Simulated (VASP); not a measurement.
PbS: geometry relaxation (part 1 of 2)

The run: geometry relaxation of PbS (Fm-3m, 2 atoms in the cell). Method and program: Kohn-Sham DFT of a periodic cell, rev-vdW-DF2, VASP PAW PBE potentials, recommended, no spin polarisation (VASP 6.6.1).

The structure derives from an entry of the Crystallography Open Database.

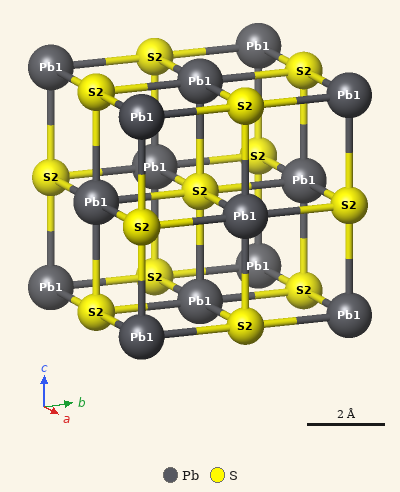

The starting structure (ball-and-stick view of the cell 4 times as large as that of the calculation, set on its symmetry axes, seen slightly off an axis; atoms are numbered from 1 in the order of the input). Near neighbours in the crystal (not all of them lie inside the picture): Pb has 6 S at 2.97 Å; S has 6 Pb at 2.97 Å.

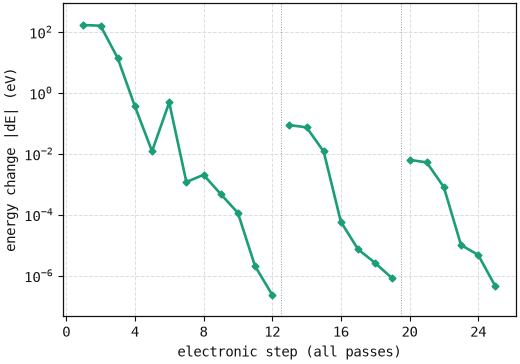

Convergence of the self-consistent field: energy change |dE| against the electronic step. Each stretch between dotted lines is the SCF of one geometry step of a relaxation. The 3 ionic steps take 6 to 12 electronic steps each. The density is held fixed in the first few steps, and dE rises again when its update begins.

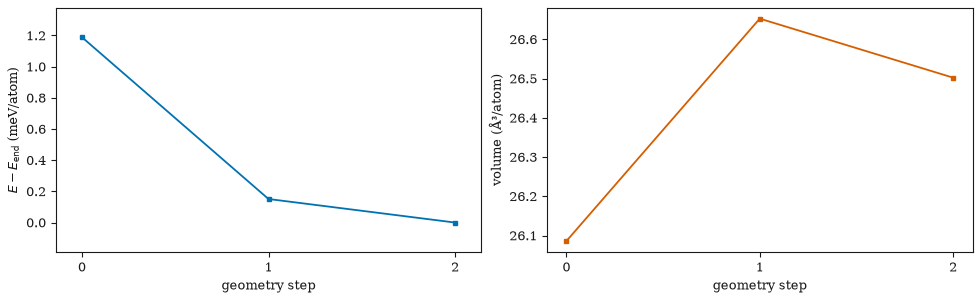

Progress of the relaxation, step by step (steps are counted from 0).

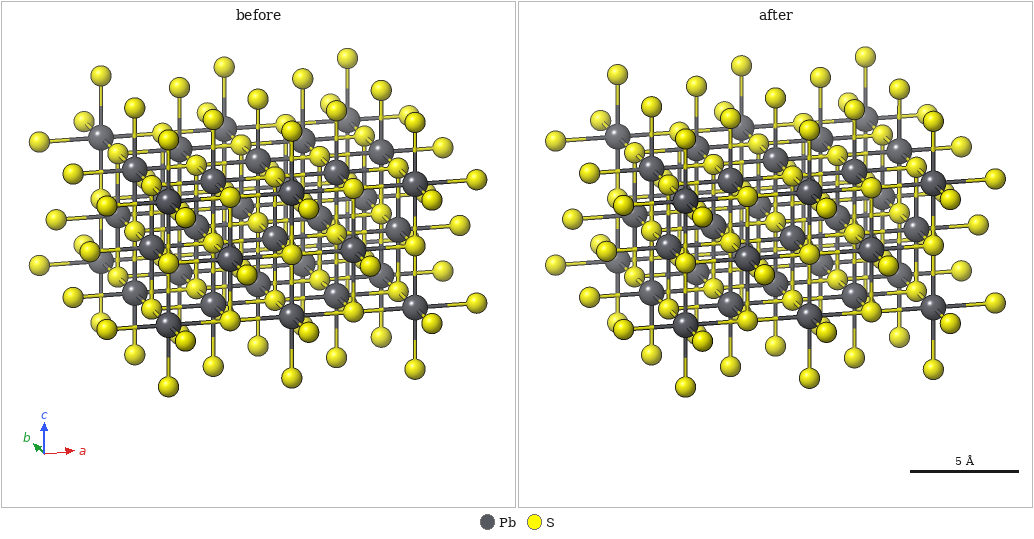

Before (left) and after (right) the relaxation, at one scale (ball-and-stick view of the cell 4 times as large as that of the calculation, set on its symmetry axes, repeated 2 × 2 × 1, with bonded neighbours outside it, seen slightly off an axis). After 2 geometry steps the energy has fallen by 1.2 meV per atom. All forces vanish by symmetry, so only the cell relaxes. No atom moves by more than 0.005 Å relative to the cell. Cell: a = b = c 5.931 → 5.963 Å (+0.5 %). Volume +1.6 %. Among the contacts that change: Pb1–S2 2.966 → 2.981 Å. The space group stays Fm-3m (No. 225). (Atoms are counted from 1 in the order of the input.)

The input that produced these results follows, with the program's output.

**INCAR**
```
AGGAC = 0.0
ALGO = Normal
EDIFF = 1E-6
EDIFFG = -0.01
ENCUT = 600
GGA = MK
IBRION = 2
ISIF = 3
ISMEAR = -1
LASPH = T
LCHARG = F
LREAL = F
LUSE_VDW = T
LWAVE = F
NELM = 100
NSW = 40
PARAM1 = 0.1234
PARAM2 = 0.711357
PREC = Accurate
SIGMA = 0.05
ZAB_VDW = -1.8867
```

**KPOINTS**
```
k-points
0
Gamma
  8 8 8
```

**POSCAR**
```
PbS
1.0
    0.0000000000      2.9657500000      2.9657500000
    2.9657500000      0.0000000000      2.9657500000
    2.9657500000      2.9657500000      0.0000000000
Pb S
1 1
Direct
    0.0000000000      0.0000000000      0.0000000000
    0.5000000000      0.5000000000      0.5000000000
```

Launched with:
```bash
cat potpaw_PBE.64/Pb_d/POTCAR potpaw_PBE.64/S/POTCAR > POTCAR
mpirun -np 1 vasp_std > vasp.out
```

**OSZICAR**
```
N       E                     dE             d eps       ncg     rms          rms(c)
DAV:   1     0.168559274730E+03    0.16856E+03   -0.10784E+04   818   0.168E+03
DAV:   2     0.899669689256E+01   -0.15956E+03   -0.15574E+03   866   0.378E+02
DAV:   3    -0.481407491821E+01   -0.13811E+02   -0.13624E+02  1064   0.110E+02
DAV:   4    -0.517754058197E+01   -0.36347E+00   -0.36321E+00   946   0.207E+01
DAV:   5    -0.518962645714E+01   -0.12086E-01   -0.12085E-01  1100   0.385E+00    0.446E+00
DAV:   6    -0.470646068597E+01    0.48317E+00   -0.15309E+00  1228   0.954E+00    0.316E+00
DAV:   7    -0.470764088199E+01   -0.11802E-02   -0.14066E-01   868   0.217E+00    0.183E+00
DAV:   8    -0.470967217885E+01   -0.20313E-02   -0.14443E-02   926   0.158E+00    0.247E-01
DAV:   9    -0.470919722672E+01    0.47495E-03   -0.30967E-03  1264   0.575E-01    0.760E-02
DAV:  10    -0.470931211695E+01   -0.11489E-03   -0.25465E-04   866   0.129E-01    0.421E-02
DAV:  11    -0.470931416612E+01   -0.20492E-05   -0.45022E-05  1032   0.890E-02    0.119E-02
DAV:  12    -0.470931440087E+01   -0.23475E-06   -0.29839E-06   998   0.208E-02
   1 F= -.47093144E+01 E0= -.47092025E+01  d E =-.470931E+01
       N       E                     dE             d eps       ncg     rms          rms(c)
DAV:   1    -0.479674312177E+01   -0.87429E-01   -0.27564E+00   998   0.315E+01    0.168E+00
DAV:   2    -0.472318628900E+01    0.73557E-01   -0.15797E-01   998   0.716E+00    0.593E-01
DAV:   3    -0.471132682400E+01    0.11859E-01   -0.51238E-02   998   0.406E+00    0.139E-01
DAV:   4    -0.471138521529E+01   -0.58391E-04   -0.11438E-03   832   0.325E-01    0.773E-02
DAV:   5    -0.471139254357E+01   -0.73283E-05   -0.16410E-04  1062   0.155E-01    0.278E-02
DAV:   6    -0.471138995896E+01    0.25846E-05   -0.17942E-05  1034   0.646E-02    0.570E-03
DAV:   7    -0.471139076318E+01   -0.80422E-06   -0.28474E-06   846   0.242E-02
   2 F= -.47113908E+01 E0= -.47113273E+01  d E =-.207636E-02
       N       E                     dE             d eps       ncg     rms          rms(c)
DAV:   1    -0.471768633575E+01   -0.62964E-02   -0.18794E-01   992   0.796E+00    0.450E-01
DAV:   2    -0.471247909034E+01    0.52072E-02   -0.11166E-02  1004   0.193E+00    0.155E-01
DAV:   3    -0.471167765253E+01    0.80144E-03   -0.35009E-03   998   0.106E+00    0.397E-02
DAV:   4    -0.471168774747E+01   -0.10095E-04   -0.80346E-05   854   0.842E-02    0.212E-02
DAV:   5    -0.471169251303E+01   -0.47656E-05   -0.12938E-05  1034   0.473E-02    0.771E-03
DAV:   6    -0.471169295880E+01   -0.44577E-06   -0.15785E-06   478   0.203E-02
   3 F= -.47116930E+01 E0= -.47116193E+01  d E =-.237856E-02
```

**Parts of OUTCAR**
```
EDIFF = 1E-6
   EDIFFG = -0.01
   ENCUT = 600
   GGA = MK
   IBRION = 2
   ISIF = 3
   ISMEAR = -1
   LASPH = T
   LREAL = F
   NELM = 100
   NSW = 40
   PREC = Accurate

 ion  position               nearest neighbor table
   1  0.000  0.000  0.000-   2 2.97   2 2.97   2 2.97   2 2.97   2 2.97   2 2.97
   2  0.500  0.500  0.500-   1 2.97   1 2.97   1 2.97   1 2.97   1 2.97   1 2.97

  LATTYP: Found a face centered cubic cell.
 ALAT       =     5.9315000000

  Lattice vectors:

 A1 = (   0.0000000000,   2.9657500000,   2.9657500000)
 A2 = (   2.9657500000,   0.0000000000,   2.9657500000)
 A3 = (   2.9657500000,   2.9657500000,   0.0000000000)

Analysis of symmetry for initial positions (statically):
=====================================================================
 Subroutine PRICEL returns:
 Original cell was already a primitive cell.

 Routine SETGRP: Setting up the symmetry group for a
 face centered cubic supercell.

 Subroutine GETGRP returns: Found 48 space group operations
 (whereof 48 operations were pure point group operations)
 out of a pool of 48 trial point group operations.

The static configuration has the point symmetry O_h .

Analysis of symmetry for dynamics (positions and initial velocities):
=====================================================================
 Subroutine PRICEL returns:
 Original cell was already a primitive cell.

 Routine SETGRP: Setting up the symmetry group for a
 face centered cubic supercell.

 Subroutine GETGRP returns: Found 48 space group operations
 (whereof 48 operations were pure point group operations)
 out of a pool of 48 trial point group operations.

The dynamic configuration has the point symmetry O_h .

 Subroutine INISYM returns: Found 48 space group operations
 (whereof 48 operations are pure point group operations),
 and found     1 'primitive' translations

----------------------------------------------------------------------------------------

                                     Primitive cell

  volume of cell :      52.1715

  direct lattice vectors                    reciprocal lattice vectors
     0.000000000  2.965750000  2.965750000    -0.168591419  0.168591419  0.168591419
     2.965750000  0.000000000  2.965750000     0.168591419 -0.168591419  0.168591419
     2.965750000  2.965750000  0.000000000     0.168591419  0.168591419 -0.168591419

  length of vectors
     4.194203873  4.194203873  4.194203873     0.292008903  0.292008903  0.292008903

  position of ions in fractional coordinates (direct lattice)
     0.000000000  0.000000000  0.000000000
     0.500000000  0.500000000  0.500000000

  ion indices of the primitive-cell ions
   primitive index   ion index
                 1           1
                 2           2

----------------------------------------------------------------------------------------

 KPOINTS: k-points

Automatic generation of k-mesh.
 Grid dimensions read from file:
 generate k-points for:    8    8    8

 Generating k-lattice:

  Cartesian coordinates                     Fractional coordinates (reciprocal lattice)
    -0.021073927  0.021073927  0.021073927     0.125000000  0.000000000  0.000000000
     0.021073927 -0.021073927  0.021073927     0.000000000  0.125000000  0.000000000
     0.021073927  0.021073927 -0.021073927     0.000000000  0.000000000  0.125000000

  Length of vectors
     0.036501113  0.036501113  0.036501113

  Shift w.r.t. Gamma in fractional coordinates (k-lattice)
     0.000000000  0.000000000  0.000000000

 Subroutine IBZKPT returns following result:
 ===========================================

 Found     29 irreducible k-points:

 Following reciprocal coordinates:
            Coordinates               Weight
  0.000000  0.000000  0.000000      1.000000
  0.125000  0.000000  0.000000      8.000000
  0.250000  0.000000  0.000000      8.000000
  0.375000  0.000000  0.000000      8.000000
  0.500000  0.000000  0.000000      4.000000
  0.125000  0.125000  0.000000      6.000000
  0.250000  0.125000  0.000000     24.000000
  0.375000  0.125000  0.000000     24.000000
  0.500000  0.125000  0.000000     24.000000
 -0.375000  0.125000  0.000000     24.000000
 -0.250000  0.125000  0.000000     24.000000
 -0.125000  0.125000  0.000000     12.000000
  0.250000  0.250000  0.000000      6.000000
  0.375000  0.250000  0.000000     24.000000
  0.500000  0.250000  0.000000     24.000000
 -0.375000  0.250000  0.000000     24.000000
 -0.250000  0.250000  0.000000     12.000000
  0.375000  0.375000  0.000000      6.000000
  0.500000  0.375000  0.000000     24.000000
 -0.375000  0.375000  0.000000     12.000000
  0.500000  0.500000  0.000000      3.000000
  0.375000  0.250000  0.125000     24.000000
  0.500000  0.250000  0.125000     48.000000
 -0.375000  0.250000  0.125000     24.000000
 [... further k-points ...]
   k-points           NKPTS =     29   k-points in BZ     NKDIM =     29   number of bands    NBANDS=     14
   number of dos      NEDOS =    301   number of ions     NIONS =      2
   total plane-waves  NPLWV =  46656
   dimension x,y,z NGX =    36 NGY =   36 NGZ =   36
   dimension x,y,z NGXF=    72 NGYF=   72 NGZF=   72
   ions per type =               1   1
   NGX,Y,Z   is equivalent  to a cutoff of  14.27, 14.27, 14.27 a.u.
   NGXF,Y,Z  is equivalent  to a cutoff of  28.54, 28.54, 28.54 a.u.
 SYSTEM =  unknown system
   PREC   = accura    normal or accurate (medium, high low for compatibility)
   ISTART =      0    job   : 0-new  1-cont  2-samecut
   ICHARG =      2    charge: 1-file 2-atom 10-const
   ISPIN  =      1    spin polarized calculation?
   LNONCOLLINEAR =      F non collinear calculations
   LSORBIT =      F    spin-orbit coupling
   LASPH  =      T    aspherical Exc in radial PAW
   ENCUT  =  600.0 eV  44.10 Ry    6.64 a.u.   8.38  8.38  8.38*2*pi/ulx,y,z
   NELM   =    100;   NELMIN=  2; NELMDL= -5     # of ELM steps
   EDIFF  = 0.1E-05   stopping-criterion for ELM
   LREAL  =      F    real-space projection
   EDIFFG = -.1E-01   stopping-criterion for IOM
   NSW    =     40    number of steps for IOM
   IBRION =      2    ionic relax: 0-MD 1-quasi-New 2-CG
   NFREE  =      1    steps in history (QN), initial steepest desc. (CG)
   ISIF   =      3    stress and relaxation
   ISYM   =      2    0-nonsym 1-usesym 2-fastsym
   POTIM  = 0.5000    time-step for ionic-motion
   TEBEG  =    0.0;   TEEND  =   0.0 temperature during run
   PSTRESS=    0.0 pullay stress
   NELECT =      20.0000    total number of electrons
   NUPDOWN=      -1.0000    fix difference up-down
   EMIN   =  10.00;   EMAX   =-10.00  energy-range for DOS
   EFERMI =   0.00;   METHOD = LEGACY
   ISMEAR =    -1;   SIGMA  =   0.05  broadening in eV -4-tet -1-fermi 0-gaus
   EFERMI_NEDOS =   21; number of points for ismear=-14 and -15
   IALGO  =     38    algorithm
   IMIX   =      4    mixing-type and parameters
     AMIX     =   0.40;   BMIX     =  1.00
     AMIX_MAG =   1.60;   BMIX_MAG =  1.00
  volume/ion in A,a.u.               =      26.09       176.04
  Fermi-wavevector in a.u.,A,eV,Ry     =   1.189251  2.247359 19.242973  1.414319
  Thomas-Fermi vector in A             =   2.325363
   LORBIT       =      0    0 simple, 1 ext, 2 COOP (PROOUT), +10 PAW based schemes
   GGA     = MK    functional components
   LHFCALC =     F    Hartree Fock is set to
   AEXX    =    0.0000 exact exchange contribution
   IVDW_NL    =     1    kernel type
   BPARAM     = 6.3000
   IVDW    =     0    specifies the selected vdW correction
   LEPSILON=     F    determine dielectric tensor
   LRPA    =     F    only Hartree local field effects (RPA)
 conjugate gradient relaxation of ions
 non-spin polarized calculation
```
